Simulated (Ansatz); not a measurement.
## Single-point calculation of PtSe2 (part 2 of 2)

PtSe2 (slab, 12 atoms in the cell); DFT PBE+D3(BJ), scalar-relativistic, plane waves, PAW, no spin polarisation (Ansatz 0.2.0); cutoff 420 eV, 3×3×1 k-mesh, Gaussian smearing of 0.1 eV. The structure derives from an entry of the Crystallography Open Database. It belongs to a series of runs on one base structure; here: the slab at its places in the relaxed adsorbed structure.

Geometry of the input (Å; fractional positions):
```
7.5434  0.0000  0.0000
-3.7717  6.5328  0.0000
0.0000  0.0000  22.5141
Se 0.3333  0.1667  0.3553
Se 0.3333  0.6667  0.3553
Se 0.8333  0.1667  0.3553
Se 0.8333  0.6667  0.3553
Pt 0.0001  0.0000  0.4127
Pt 0.0002  0.5004  0.4125
Pt 0.4997  0.0000  0.4123
Pt 0.5000  0.5000  0.4128
Se 0.1664  0.3337  0.4699
Se 0.1675  0.8333  0.4690
Se 0.6667  0.3327  0.4698
Se 0.6659  0.8339  0.4697
```

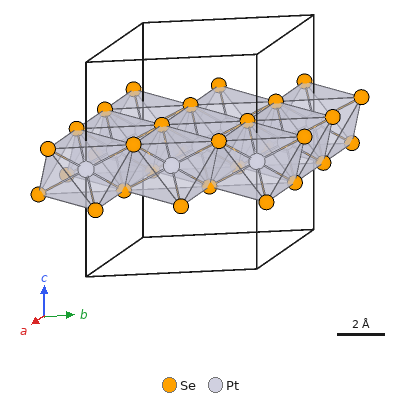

Figure 1. The structure (polyhedral view of the cell of the calculation, with the vacuum cut short, seen slightly off an axis; polyhedra are completed across the faces of the cell). An atom can appear more than once, as a periodic image.

Output, continued:
```
--- Per-component energies (eV) ---
  E_band       = -6605.450855
  E_kinetic    = 3488.871162
  E_local      = -214506.460570  (includes V_loc(G=0)·N_el)
  E_nonlocal   = -3963.437172
  E_hartree    = 104889.956241
  E_xc         = -1877.293156
  E_vxc        = -1991.986743  (∫ρ·V_xc dr)
  E_paw        = -53111.014890  (= ΣΔE_a)
  E_vpaw       = 587.618678  (= ΣTr[D̂ρ^β])
  E_aug_tail   = -0.004001  (compensation charges beyond the density's cutoff)
  E_efield     = 0.000000  (sawtooth field / dipole correction)
  E_vefield    = -0.000022  (∫n·V_field dr)
  E_ewald      = 71229.959744
  E_disp       = -3.480449  (pairwise vdW)
  E_smearing   = -0.000000  (= −TS)
  E_closure    = -0.000000  (closes the sum)
  Σ components = -93852.903090   (vs F -93852.903090, Δ=0.00e0)
--- Forces (eV/Å), atoms counted from 1 ---
  atom   1  Se    -0.03763827     0.03355166     0.00488972
  atom   2  Se     0.02667578    -0.02707542    -0.02156007
  atom   3  Se     0.02494044     0.00670911    -0.00198498
  atom   4  Se    -0.02872691     0.00861843     0.02452217
  atom   5  Pt    -0.03840184     0.01583246    -0.06276005
  atom   6  Pt    -0.00689757    -0.07006746    -0.01379150
  atom   7  Pt     0.05910805     0.02228668     0.00893025
  atom   8  Pt    -0.00533777     0.00499133    -0.04096366
  atom   9  Se     0.01941625    -0.01366416    -0.01731963
  atom  10  Se    -0.04959426     0.00904702     0.13836083
  atom  11  Se    -0.01173140     0.02850659    -0.02494239
  atom  12  Se     0.04818793    -0.01873631     0.00655941
  max |Σ_I F_I| component: 5.99e-5 eV/Å
--- Band table (eV; the first three rows and the last of 5) ---
  k-point 0: bands = ["-100.2121", "-100.2049", "-100.1962", "-100.1954", "-54.4565", "-54.4541", "-54.4474", "-54.4459", "-54.4378", "-54.4372", "-54.4357", "-54.4321", "-54.3447", "-54.3372", "-54.3291", "-54.3267", "-49.1596", "-49.1596", "-49.1594", "-49.1593", "-49.1511", "-49.1510", "-49.1507", "-49.1506", "-49.1494", "-49.1493", "-49.1490", "-49.1490", "-49.1472", "-49.1471", "-49.1302", "-49.1301", "-49.1209", "-49.1206", "-49.1195", "-49.1189", "-49.1128", "-49.1124", "-49.1122", "-49.1119", "-49.1105", "-49.1105", "-49.1099", "-49.1097", "-49.1086", "-49.1083", "-49.1059", "-49.1041", "-49.0976", "-49.0975", "-49.0962", "-49.0954", "-49.0940", "-49.0912", "-49.0911", "-49.0766", "-15.7336", "-14.3097", "-14.3040", "-14.3028", "-14.1573", "-14.1525", "-14.1460", "-13.9087", "-7.7878", "-7.7850", "-7.7829", "-6.8726", "-6.8720", "-6.7302", "-6.3778", "-6.3674", "-6.3612", "-5.6184", "-5.6108", "-5.6060", "-5.4641", "-5.4637", "-5.4622", "-4.5913", "-4.5912", "-4.1155", "-4.1117", "-4.1064", "-4.0665", "-4.0591", "-4.0506", "-3.7430", "-3.7398", "-3.7290", "-3.6960", "-3.6945", "-3.6866", "-3.1076", "-3.1030", "-3.1022", "-2.9568", "-2.3245", "-1.8754", "-1.8738", "0.5286", "0.5309", "0.5418", "0.8922", "0.8977", "0.9067", "1.1198", "1.1214", "2.6937", "2.9096", "2.9244", "2.9421", "3.4475", "3.7812", "3.9676", "4.4151", "4.4170", "4.4217", "4.6542", "4.9157"]
  k-point 1: bands = ["-100.2121", "-100.2049", "-100.1962", "-100.1954", "-54.4559", "-54.4536", "-54.4478", "-54.4458", "-54.4379", "-54.4368", "-54.4355", "-54.4334", "-54.3447", "-54.3372", "-54.3291", "-54.3267", "-49.1596", "-49.1596", "-49.1594", "-49.1593", "-49.1510", "-49.1508", "-49.1507", "-49.1506", "-49.1495", "-49.1494", "-49.1491", "-49.1490", "-49.1472", "-49.1472", "-49.1302", "-49.1301", "-49.1209", "-49.1206", "-49.1195", "-49.1189", "-49.1127", "-49.1124", "-49.1121", "-49.1120", "-49.1107", "-49.1105", "-49.1100", "-49.1098", "-49.1086", "-49.1083", "-49.1059", "-49.1041", "-49.0976", "-49.0975", "-49.0962", "-49.0954", "-49.0940", "-49.0912", "-49.0911", "-49.0766", "-15.4565", "-14.7882", "-14.3718", "-14.3649", "-14.0968", "-14.0931", "-14.0329", "-13.9435", "-7.3551", "-7.3475", "-7.0955", "-6.8668", "-6.7039", "-6.5136", "-6.5086", "-6.4723", "-6.4277", "-6.2734", "-5.9210", "-5.9180", "-5.5140", "-5.2747", "-5.2713", "-5.1871", "-5.1843", "-5.0610", "-4.7638", "-4.7309", "-4.0506", "-4.0375", "-4.0292", "-3.7955", "-3.7938", "-3.7017", "-3.1592", "-3.1581", "-3.1314", "-2.7222", "-2.4252", "-2.4163", "-2.3011", "-2.0141", "-1.9538", "-1.9152", "-0.1621", "-0.0545", "0.0254", "0.0286", "0.4203", "0.4356", "0.7812", "0.8211", "3.1733", "3.5237", "3.7532", "3.7577", "3.8713", "4.3408", "4.4974", "4.6814", "4.9388", "5.1115", "5.2526", "5.3220"]
  k-point 2: bands = ["-100.2121", "-100.2049", "-100.1962", "-100.1954", "-54.4557", "-54.4538", "-54.4481", "-54.4455", "-54.4378", "-54.4366", "-54.4357", "-54.4334", "-54.3447", "-54.3372", "-54.3291", "-54.3267", "-49.1596", "-49.1596", "-49.1594", "-49.1593", "-49.1509", "-49.1508", "-49.1507", "-49.1506", "-49.1495", "-49.1494", "-49.1491", "-49.1490", "-49.1472", "-49.1472", "-49.1302", "-49.1301", "-49.1209", "-49.1206", "-49.1195", "-49.1189", "-49.1127", "-49.1124", "-49.1121", "-49.1120", "-49.1106", "-49.1105", "-49.1100", "-49.1098", "-49.1086", "-49.1083", "-49.1059", "-49.1041", "-49.0976", "-49.0975", "-49.0962", "-49.0954", "-49.0940", "-49.0912", "-49.0911", "-49.0766", "-15.4564", "-14.7882", "-14.3703", "-14.3667", "-14.0952", "-14.0944", "-14.0332", "-13.9434", "-7.3529", "-7.3495", "-7.0953", "-6.8671", "-6.7034", "-6.5142", "-6.5085", "-6.4721", "-6.4278", "-6.2734", "-5.9219", "-5.9174", "-5.5139", "-5.2753", "-5.2709", "-5.1869", "-5.1847", "-5.0611", "-4.7646", "-4.7302", "-4.0448", "-4.0431", "-4.0294", "-3.7962", "-3.7927", "-3.7019", "-3.1598", "-3.1574", "-3.1312", "-2.7221", "-2.4235", "-2.4184", "-2.3010", "-2.0142", "-1.9536", "-1.9153", "-0.1622", "-0.0546", "0.0224", "0.0324", "0.4242", "0.4314", "0.7838", "0.8179", "3.1734", "3.5237", "3.7525", "3.7585", "3.8713", "4.3408", "4.4974", "4.6815", "4.9388", "5.1115", "5.2526", "5.3227"]
  k-point 4: bands = ["-100.2121", "-100.2049", "-100.1962", "-100.1954", "-54.4563", "-54.4536", "-54.4471", "-54.4451", "-54.4383", "-54.4375", "-54.4365", "-54.4321", "-54.3447", "-54.3372", "-54.3291", "-54.3267", "-49.1596", "-49.1596", "-49.1594", "-49.1593", "-49.1509", "-49.1509", "-49.1507", "-49.1505", "-49.1495", "-49.1494", "-49.1491", "-49.1490", "-49.1472", "-49.1472", "-49.1301", "-49.1301", "-49.1208", "-49.1206", "-49.1195", "-49.1189", "-49.1125", "-49.1124", "-49.1122", "-49.1121", "-49.1106", "-49.1105", "-49.1100", "-49.1098", "-49.1086", "-49.1083", "-49.1059", "-49.1041", "-49.0976", "-49.0975", "-49.0962", "-49.0954", "-49.0940", "-49.0912", "-49.0911", "-49.0766", "-15.4564", "-14.7880", "-14.3716", "-14.3651", "-14.0992", "-14.0913", "-14.0327", "-13.9436", "-7.3551", "-7.3466", "-7.0954", "-6.8668", "-6.7035", "-6.5119", "-6.5112", "-6.4722", "-6.4255", "-6.2740", "-5.9215", "-5.9196", "-5.5137", "-5.2808", "-5.2669", "-5.1865", "-5.1848", "-5.0619", "-4.7674", "-4.7283", "-4.0561", "-4.0308", "-4.0294", "-3.7949", "-3.7925", "-3.7027", "-3.1606", "-3.1545", "-3.1313", "-2.7214", "-2.4251", "-2.4180", "-2.3016", "-2.0146", "-1.9522", "-1.9155", "-0.1609", "-0.0528", "0.0173", "0.0372", "0.4185", "0.4352", "0.7779", "0.8205", "3.1736", "3.5240", "3.7465", "3.7653", "3.8715", "4.3408", "4.4973", "4.6818", "4.9388", "5.1116", "5.2527", "5.3216"]
```

Summary:

```tsv
quantity	value
outcome	converged
electrons treated	200
free energy	−93852.9031 eV
work function, top face	4.91 eV
work function, bottom face	4.91 eV
Fermi energy	−0.983 eV
gap on the k-point mesh	1.64 eV
work function (upper face)	4.91 eV
largest force (length of the vector)	0.147 eV/Å
hardware	4 threads of Intel Xeon @ 2.50GHz (Skylake/Cascade Lake), 32 GiB of memory available, shared host
wall time	21 s (CPU time 80 s)
peak memory	2.8 GiB
```

Remarks:

Spin–orbit coupling is left out, which matters for Pt.
